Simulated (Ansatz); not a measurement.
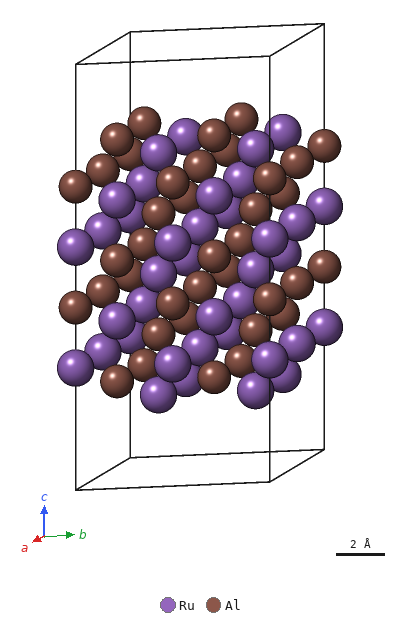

Fig. 1: The structure as given in the input (spheres-only view of the 2 × 2 repeat of the cell, with the vacuum cut short, seen slightly off an axis). An atom can appear more than once, as a periodic image.

**AlRu: single-point calculation**

System: AlRu (slab, 14 atoms in the cell).
Method: DFT, r2SCAN, plane waves, PAW, no spin polarisation (Ansatz 0.2.0).

The structure derives from an entry of the Crystallography Open Database. Some settings of this run were made unusual or wrong on purpose.

**Log**
```
Warning: basis.ecutwfc = 120 eV is below the records' recommended 500 eV, and the density's cutoff is lower with it unless basis.ecutrho_ratio is high enough to keep the records' density cutoff: compare with a run at a higher cutoff
Engine: ansatz 0.2.0, x86_64-unknown-linux-gnu
Pseudopotentials: kind: paw
Pseudopotential: Ru, paw, valence charge 16, recommended cutoff 500 eV (meta_gga), Ru.paw.azcp
Pseudopotential: Al, paw, valence charge 3, recommended cutoff 500 eV (meta_gga), Al.paw.azcp
Functional definition: r2SCAN
  parameter k0 = 0.174
  parameter k1 = 0.065
  parameter a1 = 4.9479
  exchange = r2scan_x(k0 = k0, k1 = k1, a1 = a1)
  correlation = r2scan_c
Crystal: 14 atoms, lattice volume = 403.594 Å³
Basis set: ecut = 120 eV, 1211 PW (Γ), exchange–correlation on 64×64×384 points (64 copies of the dense FFT grid, shifted against one another)
Bands: 81, of which v1, the nominal top of the filled ones, is band 67 counted from 1 (66 counted from 0)
Symmetry: 6 space group operations
Space group: P3m1 (ITA 156), of the structure as read, at distance tolerance 7.4e-5 Å
k-points: 12 of 81 (time reversal used)
Non-local potential: Ru, projectors of the file, l = 0: 3, l = 1: 2, l = 2: 2, l = 3: 1
Non-local potential: Al, projectors of the file, l = 0: 2, l = 1: 2, l = 2: 1
PAW form: soft (Blöchl's): semilocal exchange-correlation on the pseudo side does not see the compensation charge
PAW frozen core: Ru, regenerated for the run's functional (the file was generated under x = pbe(κ = 0.804, μ = 0.2195149727645171), c = pbe(β = 0.06672455060314922))
PAW frozen core: Al, regenerated for the run's functional (the file was generated under x = pbe(κ = 0.804, μ = 0.2195149727645171), c = pbe(β = 0.06672455060314922))
PAW one-centre angular grid: Ru, 590 points (default); XC on 160 Gauss nodes
PAW one-centre angular grid: Al, 302 points (default); XC on 160 Gauss nodes
Initial density: superposition of atomic densities (neutral atoms: chi_scale 0, normalization atom), corrected by the library's trained network
Initial wavefunctions: pseudopotential atomic-orbital guess
Functional: x = r2scan, c = r2scan; τ floored in thin density (d = 2e-4 eV/Å³)
SCF iter   1: F=—  HF=-44483.652441 eV  |F-HF|=—  |Δ(HF+E_count)|=         —  Δρ=3.80e-1  dr2=7.72e2  dr2_τ=6.48e1  ethr=1.77e-3  p=-0.013 e·Å  D=-5.94e-3 V/Å  ΔV_dip=0.16 eV  dr2_dipole=1.69e1  V_vac-E_F(+/−)=-0.55/-0.71 eV  ⟨swp⟩=13.3  Hψ=5776  notcnv=0
efield: sawtooth ramp at fractional position 0.9800 (placed from the atoms, in the widest stretch of the axis that holds none; the zero of the levels goes with the place), width 0.0400; the density the first Hamiltonian is built on has a dipole p = -0.013 e·Å; the dipole correction subtracts the counter field D = -5.94e-3 V/Å, which shifts the + side's vacuum level by +0.16 eV against the − side's; the planar-averaged density in the ramp window peaks in size at 7.1e-5 e/Å³
preconditioner: auto → LDOS  [metal: Δε(μ)=0.009 eV  Ē_g=6.312 eV  σ=0.100 eV  W_gap=0.05  n_scr=96 (ndim 8)  ℏωp=16.2 eV  f_vac=0.457  D(μ)=13.80/eV (n_scr^D=110)  β→1.0]
SCF iter   2: F=—  HF=-44262.718051 eV  |F-HF|=—  |Δ(HF+E_count)|=    2.21e2  Δρ=1.47e-1  dr2=1.19e2  dr2_τ=2.97e1  ethr=1.77e-3  p=-0.002 e·Å  D=-8.39e-4 V/Å  ΔV_dip=0.02 eV  dr2_dipole=2.34e0  V_vac-E_F(+/−)=3.05/3.09 eV  ⟨swp⟩=11.4  Hψ=5545  notcnv=0  defer=71
SCF iter   3: F=—  HF=-44227.279146 eV  |F-HF|=—  |Δ(HF+E_count)|=    3.54e1  Δρ=1.80e-2  dr2=7.45e0  dr2_τ=1.84e-1  ethr=1.77e-3  p=0.101 e·Å  D=4.51e-2 V/Å  ΔV_dip=-1.18 eV  dr2_dipole=6.24e-1  V_vac-E_F(+/−)=12.20/13.51 eV  ⟨swp⟩=7.2  Hψ=3268  notcnv=0  defer=87
SCF iter   4: F=—  HF=-44226.199642 eV  |F-HF|=—  |Δ(HF+E_count)|=    1.08e0  Δρ=8.18e-3  dr2=1.40e0  dr2_τ=1.66e-2  ethr=1.77e-3  p=0.102 e·Å  D=4.57e-2 V/Å  ΔV_dip=-1.20 eV  dr2_dipole=5.36e-1  V_vac-E_F(+/−)=8.88/10.15 eV  ⟨swp⟩=5.0  Hψ=1921  notcnv=0  defer=81
SCF iter   5: F=—  HF=-44226.085098 eV  |F-HF|=—  |Δ(HF+E_count)|=   1.15e-1  Δρ=4.45e-3  dr2=3.45e-1  dr2_τ=1.19e-2  ethr=1.06e-3  p=0.064 e·Å  D=2.87e-2 V/Å  ΔV_dip=-0.75 eV  dr2_dipole=2.55e-2  V_vac-E_F(+/−)=7.29/8.08 eV  ⟨swp⟩=3.7  Hψ=1632  notcnv=0  defer=78
SCF iter   6: F=—  HF=-44226.033344 eV  |F-HF|=—  |Δ(HF+E_count)|=   5.18e-2  Δρ=1.58e-3  dr2=9.54e-2  dr2_τ=1.30e-3  ethr=2.59e-4  p=0.049 e·Å  D=2.18e-2 V/Å  ΔV_dip=-0.57 eV  dr2_dipole=1.47e-2  V_vac-E_F(+/−)=6.56/7.16 eV  ⟨swp⟩=3.3  Hψ=1670  notcnv=0  defer=75
SCF iter   7: F=—  HF=-44226.027308 eV  |F-HF|=—  |Δ(HF+E_count)|=   6.04e-3  Δρ=6.74e-4  dr2=1.44e-2  dr2_τ=1.23e-4  ethr=7.17e-5  p=0.043 e·Å  D=1.95e-2 V/Å  ΔV_dip=-0.51 eV  dr2_dipole=1.83e-3  V_vac-E_F(+/−)=6.62/7.16 eV  ⟨swp⟩=1.8  Hψ=1239  notcnv=0  defer=75
SCF iter   8: F=—  HF=-44226.026121 eV  |F-HF|=—  |Δ(HF+E_count)|=   1.19e-3  Δρ=2.72e-4  dr2=1.08e-3  dr2_τ=2.61e-5  ethr=1.08e-5  p=0.038 e·Å  D=1.71e-2 V/Å  ΔV_dip=-0.45 eV  dr2_dipole=2.75e-5  V_vac-E_F(+/−)=6.61/7.09 eV  ⟨swp⟩=2.2  Hψ=1314  notcnv=0  defer=75
SCF iter   9: F=—  HF=-44226.025842 eV  |F-HF|=—  |Δ(HF+E_count)|=   2.79e-4  Δρ=6.87e-5  dr2=5.74e-5  dr2_τ=1.52e-6  ethr=8.13e-7  p=0.036 e·Å  D=1.63e-2 V/Å  ΔV_dip=-0.43 eV  dr2_dipole=6.21e-6  V_vac-E_F(+/−)=6.60/7.06 eV  ⟨swp⟩=3.0  Hψ=1899  notcnv=0  defer=75
SCF iter  10: F=—  HF=-44226.025835 eV  |F-HF|=—  |Δ(HF+E_count)|=   6.64e-6  Δρ=3.06e-5  dr2=1.97e-5  dr2_τ=4.50e-7  ethr=4.31e-8  p=0.036 e·Å  D=1.60e-2 V/Å  ΔV_dip=-0.42 eV  dr2_dipole=2.95e-6  V_vac-E_F(+/−)=6.60/7.05 eV  ⟨swp⟩=3.2  Hψ=2124  notcnv=0  defer=75
SCF iter  11: F=—  HF=-44226.025833 eV  |F-HF|=—  |Δ(HF+E_count)|=   2.34e-6  Δρ=8.85e-6  dr2=1.17e-6  dr2_τ=2.56e-8  ethr=1.48e-8  p=0.036 e·Å  D=1.60e-2 V/Å  ΔV_dip=-0.42 eV  dr2_dipole=1.22e-7  V_vac-E_F(+/−)=6.60/7.05 eV  ⟨swp⟩=2.2  Hψ=1264  notcnv=0  defer=75
SCF iter  12: F=—  HF=-44226.025833 eV  |F-HF|=—  |Δ(HF+E_count)|=   2.09e-7  Δρ=3.03e-6  dr2=1.04e-7  dr2_τ=3.20e-9  ethr=8.77e-10  p=0.036 e·Å  D=1.59e-2 V/Å  ΔV_dip=-0.42 eV  dr2_dipole=2.65e-8  V_vac-E_F(+/−)=6.60/7.05 eV  ⟨swp⟩=3.0  Hψ=2035  notcnv=0  defer=75
SCF iter  13: F=-44226.025833 eV  HF=-44226.025833 eV  |F-HF|=1.29e-8  |Δ(HF+E_count)|=   6.96e-9  Δρ=1.14e-6  dr2=1.54e-8  dr2_τ=3.32e-10  ethr=7.52e-11  p=0.036 e·Å  D=1.59e-2 V/Å  ΔV_dip=-0.42 eV  dr2_dipole=8.91e-10  V_vac-E_F(+/−)=6.60/7.05 eV  ⟨swp⟩=24.3  Hψ=6134  notcnv=0
WARN: efield: at this solve's end the planar-averaged density reaches 6.46e-4 e/Å³ inside the ramp window [0.9418, 0.0582] (bound 1e-5 e/Å³); the window's nearer edge stands 5.98 Å from this solve's nearest atom along the axis. Its work functions, free energy, forces, stress, dipole, levels and responses can be off, and this figure does not tell by how much. The cell may have no vacuum along `efield.axis`. A short vacuum, a low `basis.ecutwfc` or `basis.ecutrho_ratio` and negative occupations (`scf.occupations.method`) can put density there. See the manual's quickstart, § The vacuum guard
SCF 1 converged in 13 iterations: F = -44226.025833 eV  dr2 = 1.54e-8
  greatest PAW one-centre occupation: 1.788 electrons in one spin orbital (limit 2), on the Ru atom at site 10 (counted from 0), in its partial waves of l = 1
```

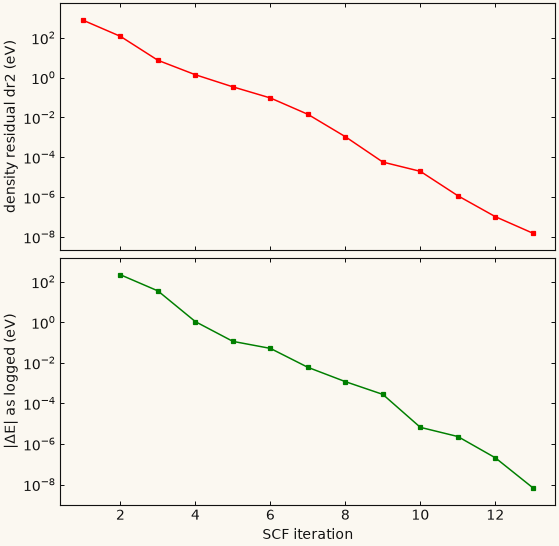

Fig. 2: Convergence of the self-consistent field: density residual dr2 and size of the energy change against the SCF iteration. The residual falls at every step.

```
SCF converged after 13 iterations
Free energy (F): -44226.025833 eV
Harris-Foulkes:  -44226.025833 eV  (|F-HF|=1.29e-8)
Internal energy: -44225.976308 eV  (E = F + TS)
E sigma→0 (E₀):  -44226.001070 eV
Entropy (-TS):   -0.049525 eV (-3.537 meV/atom)
Fermi energy:    5.413810 eV
Dipole field:    D = 0.015955 V/Å  (p = 0.035587 e·Å, saw-weighted, corrected)
Work function:   Φ+ = 6.5997 eV (in doubt: plateau slope 1.7e-1 eV/Å)   Φ− = 7.0490 eV (in doubt: plateau slope 1.4e-1 eV/Å)
Levels:          The Fermi level and band energies are counted from a zero that moves with the ramp; work functions are not
Vacuum region:   at the solve's end the planar-averaged density reaches 6.46e-4 e/Å³ inside the ramp window [0.9418, 0.0582] (bound 1e-5 e/Å³)
--- Per-component energies (eV) ---
  E_band       = -3071.920793
  E_kinetic    = 4158.908649
  E_local      = -142125.618151  (includes V_loc(G=0)·N_el)
  E_nonlocal   = 1268.815744
  E_hartree    = 68373.090095
  E_xc         = -1683.979999
  E_vxc        = -2286.868881  (∫ρ·V_xc dr)
  E_paw        = -27148.921443  (= ΣΔE_a)
  E_vpaw       = -985.734398  (= ΣTr[D̂ρ^β])
  E_aug_tail   = -0.163363  (compensation charges beyond the density's cutoff)
  E_vtau       = 151.951253  (kinetic-family band-sum trace: ∫τ·v_τ [+ j·A + Jᵃ·Aᵃ] dr)
  E_efield     = 0.000284  (sawtooth field / dipole correction)
  E_vefield    = 0.625638  (∫n·V_field dr)
  E_ewald      = 52934.489321
  E_core_change = -2.597445  (= ΣΔE_core)
  E_smearing   = -0.049525  (= −TS)
  E_closure    = -0.000000  (closes the sum)
  Σ components = -44226.025833   (vs F -44226.025833, Δ=0.00e0)
--- Forces (eV/Å), atoms counted from 1 ---
  atom   1  Ru     0.00000000    -0.00000000     2.95428723
  atom   2  Al     0.00000000    -0.00000000    -1.42593201
  atom   3  Ru     0.00000000    -0.00000000    -4.26229087
  atom   4  Al     0.00000000    -0.00000000    -0.36150602
  atom   5  Ru     0.00000000    -0.00000000    -0.47977315
  atom   6  Al     0.00000000    -0.00000000    -0.29960957
  atom   7  Ru    -0.00000000     0.00000000    -0.09184369
  atom   8  Al    -0.00000000     0.00000000     0.16626870
  atom   9  Ru    -0.00000000     0.00000000     0.53010287
  atom  10  Al    -0.00000000     0.00000000     0.14494042
  atom  11  Ru    -0.00000000     0.00000000     1.28154295
  atom  12  Al     0.00000000    -0.00000000     1.16990999
  atom  13  Ru    -0.00000000     0.00000000    -1.46224751
  atom  14  Al     0.00000000    -0.00000000     2.12762568
  max |Σ_I F_I| component: 8.52e-3 eV/Å
--- Stress (GPa, compression-positive) ---
        7.092810      -0.000000      -0.000000
       -0.000000       7.092810       0.000000
       -0.000000       0.000000       7.235496
  P = ⅓ Tr σ = 7.1404 GPa (71.404 kbar)
--- Band table (eV; the first three rows and the last of 12) ---
  k-point 0: bands = ["-89.4473", "-89.3828", "-89.2629", "-89.1925", "-88.8507", "-88.7601", "-88.5594", "-48.1043", "-48.1043", "-47.8593", "-47.8593", "-47.7823", "-47.7796", "-47.7796", "-47.6803", "-47.5476", "-47.3079", "-47.3079", "-47.2421", "-46.4922", "-46.4922", "-46.4496", "-45.8668", "-45.8668", "-45.4301", "-45.4301", "-44.5961", "-44.4772", "-6.1231", "-5.2022", "-3.8690", "-2.3865", "-1.1248", "-0.5275", "-0.4365", "-0.4365", "-0.0630", "-0.0630", "0.3144", "0.3144", "0.6664", "0.6664", "0.9697", "1.0775", "1.0775", "1.6812", "1.6812", "2.4551", "2.4551", "2.6268", "2.8455", "2.8455", "3.2713", "3.2713", "3.4247", "3.4984", "3.9981", "3.9981", "4.0664", "4.3253", "4.3253", "4.4444", "4.5895", "4.5895", "5.2671", "5.3465", "5.3465", "6.0282", "6.0282", "6.7782", "8.3480", "8.6802", "9.7082", "9.8613", "9.9538", "9.9538", "10.8257", "11.0234", "11.2609", "11.2609", "11.3106"]
  k-point 1: bands = ["-89.4271", "-89.3024", "-89.1347", "-89.0779", "-88.9436", "-88.8194", "-88.6537", "-47.9390", "-47.8209", "-47.8044", "-47.7455", "-47.6984", "-47.6362", "-47.5352", "-47.3974", "-47.2723", "-47.1786", "-47.1462", "-46.8997", "-46.4742", "-46.3178", "-46.1894", "-46.1875", "-46.0269", "-45.8838", "-45.8182", "-45.1039", "-44.8501", "-5.9515", "-5.0196", "-3.7143", "-2.2974", "-1.1087", "-0.5132", "-0.2036", "-0.1426", "-0.0385", "0.0020", "0.3679", "0.3990", "0.5149", "0.7781", "0.7820", "1.1429", "1.1684", "1.3420", "1.5898", "2.1916", "2.4584", "2.7459", "2.9374", "3.0013", "3.0751", "3.2672", "3.5183", "3.6749", "3.8419", "3.9168", "4.0840", "4.2115", "4.2235", "4.3652", "4.7668", "4.8070", "4.9236", "5.1688", "5.4039", "5.9844", "6.0950", "7.2190", "8.4280", "8.7848", "9.1326", "9.3876", "9.6428", "10.1217", "10.1504", "10.3259", "10.4502", "10.7610", "10.9472"]
  k-point 2: bands = ["-89.3360", "-89.1467", "-89.0109", "-88.9474", "-88.8746", "-88.7679", "-88.5801", "-47.6888", "-47.6868", "-47.4750", "-47.3644", "-47.3341", "-47.1284", "-47.0781", "-46.8975", "-46.8041", "-46.6589", "-46.5964", "-46.4028", "-46.3008", "-46.1574", "-45.9716", "-45.8006", "-45.7689", "-45.5921", "-45.2753", "-45.0545", "-44.5556", "-5.4350", "-4.4978", "-3.2906", "-1.9794", "-1.0729", "-0.5229", "-0.1954", "0.1068", "0.1221", "0.2434", "0.5014", "0.6262", "0.6846", "0.7572", "1.1661", "1.2310", "1.3723", "1.7495", "1.7777", "2.1238", "2.5950", "2.7217", "2.8589", "2.9518", "3.4000", "3.4428", "3.6737", "3.7476", "3.8150", "3.9529", "4.1903", "4.2915", "4.4617", "4.6062", "4.8765", "5.0919", "5.2677", "5.4668", "5.6419", "5.9423", "6.5141", "6.9071", "7.8762", "8.2297", "8.2990", "8.8332", "9.2849", "9.6823", "9.6987", "10.0371", "10.3811", "10.5949", "10.5992"]
  k-point 11: bands = ["-89.2275", "-89.1767", "-89.1226", "-89.0454", "-88.9685", "-88.8906", "-88.6583", "-48.5884", "-48.5651", "-48.5558", "-47.9801", "-47.9596", "-47.8802", "-47.1860", "-47.1113", "-47.0280", "-46.8028", "-46.6848", "-46.6217", "-46.5425", "-46.5115", "-46.2875", "-46.1718", "-46.0571", "-45.9778", "-45.5130", "-45.4521", "-45.3639", "-2.2600", "-2.2099", "-2.2048", "-1.7575", "-1.6551", "-1.5289", "-1.0647", "-0.7028", "-0.6950", "-0.1098", "0.0742", "0.2005", "0.5036", "0.9353", "1.2803", "1.3028", "1.4319", "1.8050", "1.8472", "2.0073", "2.0229", "2.2371", "2.3341", "2.3553", "2.4271", "2.5328", "2.6688", "2.7723", "2.8956", "2.9887", "3.1351", "3.2203", "3.6476", "3.7966", "3.7989", "4.0662", "4.1140", "4.2436", "4.3877", "4.6579", "4.7021", "5.8816", "6.1245", "6.7771", "7.6743", "7.8860", "8.4629", "8.7057", "8.8966", "9.6227", "9.9898", "10.0241", "10.8932"]
```

This output came from the following input.

**Input file**
```yaml
crystal:
  lattice:
    - [4.2180678883, 0.0, 0.0]
    - [-2.1090339442, 3.6529539462, 0.0]
    - [0.0, 0.0, 26.1931235291]
  atoms:
    - { symbol: Ru, position: [0.3333333333, 0.6666666667, 0.2863346936] }
    - { symbol: Al, position: [0.6666666667, 0.3333333333, 0.3192062792] }
    - { symbol: Ru, position: [0.0, 0.0, 0.3520778648] }
    - { symbol: Al, position: [0.3333333333, 0.6666666667, 0.3849494504] }
    - { symbol: Ru, position: [0.6666666667, 0.3333333333, 0.417821036] }
    - { symbol: Al, position: [0.0, 0.0, 0.4506926216] }
    - { symbol: Ru, position: [0.3333333333, 0.6666666667, 0.4835642072] }
    - { symbol: Al, position: [0.6666666667, 0.3333333333, 0.5164357928] }
    - { symbol: Ru, position: [0.0, 0.0, 0.5493073784] }
    - { symbol: Al, position: [0.3333333333, 0.6666666667, 0.582178964] }
    - { symbol: Ru, position: [0.6666666667, 0.3333333333, 0.6150505496] }
    - { symbol: Al, position: [0.0, 0.0, 0.6479221352] }
    - { symbol: Ru, position: [0.3333333333, 0.6666666667, 0.6807937208] }
    - { symbol: Al, position: [0.6666666667, 0.3333333333, 0.7136653064] }
basis:
  ecutwfc: "120 eV"
kpoints:
  mp_grid: { grid: [9, 9, 1] }
hamiltonian:
  xc: r2scan
scf:
  occupations: { method: gaussian, width: 0.1 }
  max_iter: 60
output:
  forces: true
  eigenvalues: true
  stress: true
efield:
  axis: 3
  dipole_correction: true
  ramp_width: 0.04
```

Run as:
```bash
ansatz run input.yaml --threads 2 --pin off --max-ram 5120MiB --backend cpu --events-out ev --progress --plain --runs-dir out
```

**What the run reported**

| quantity | value |
| --- | --- |
| outcome | converged |
| electrons treated | 133 |
| free energy | −44226.0258 eV |
| Fermi energy | 5.414 eV |
| gap on the k-point mesh | none (metallic) |
| largest force (length of the vector) | 4.262 eV/Å |
| hardware | 2 threads of Intel Xeon (Granite Rapids), 32 GiB of memory available, shared host |
| wall time | 5.2 s (CPU time 10 s) |
| peak memory | 0.47 GiB |

**What went wrong**

The input was spoiled on purpose: a cutoff far too low (`basis.ecutwfc`). The plane-wave basis is far from complete, so energies, forces and above all the stress are wrong. The program still converged, but the numbers can't be taken as results for the intended system. Notes on the run: the cutoff is below the recommended one; the density in the vacuum is higher than it should be, so vacuum levels may be off.
